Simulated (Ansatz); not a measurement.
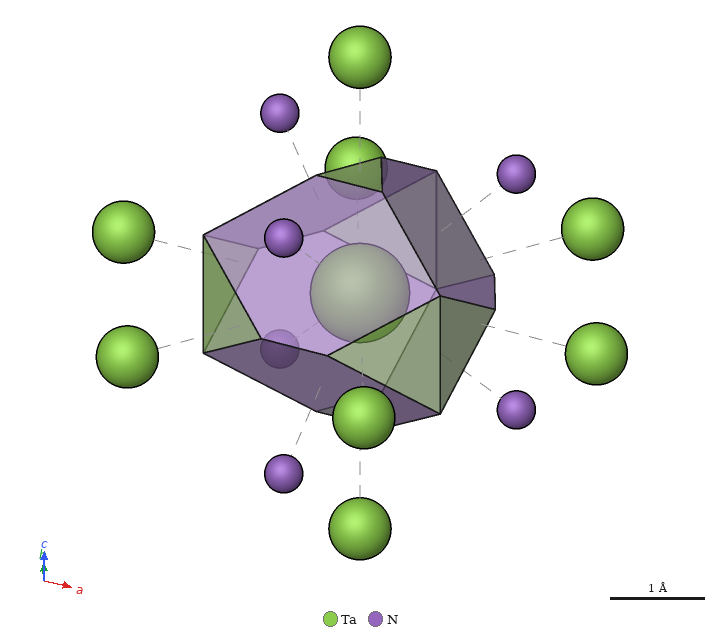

Voronoi cell (the region closer to this atom than to any other), computed from the atomic positions without radii. Central atom: Ta (1d) in TaN; faces take the colour of the neighbour behind them. Source: the geometry relaxed with DFT, LDA, all-electron LAPW, scalar-relativistic (Ansatz).

TaN, space group P-6m2 (No. 187), a = 2.907 Å, b = 2.907 Å, c = 2.851 Å, α = 90.00°, β = 90.00°, γ = 120.00°

| site | Wyckoff | x | y | z |
| --- | --- | --- | --- | --- |
| Ta | 1d | 0.3333 | 0.6667 | 0.5000 |
| N | 1a | 0.0000 | 0.0000 | 0.0000 |

Question: How many faces does the cell have, and of which kinds?

Answer: 14 faces, index ⟨8,0,0,6⟩.

Question: Tabulate the neighbours by distance and solid angle.

Answer:
| neighbour | faces | distance (Å) | solid angle (% of sphere) |
| --- | --- | --- | --- |
| N | 6 | 2.20 | 82.1 |
| Ta | 2 | 2.85 | 2.1 |
| Ta | 6 | 2.91 | 15.8 |
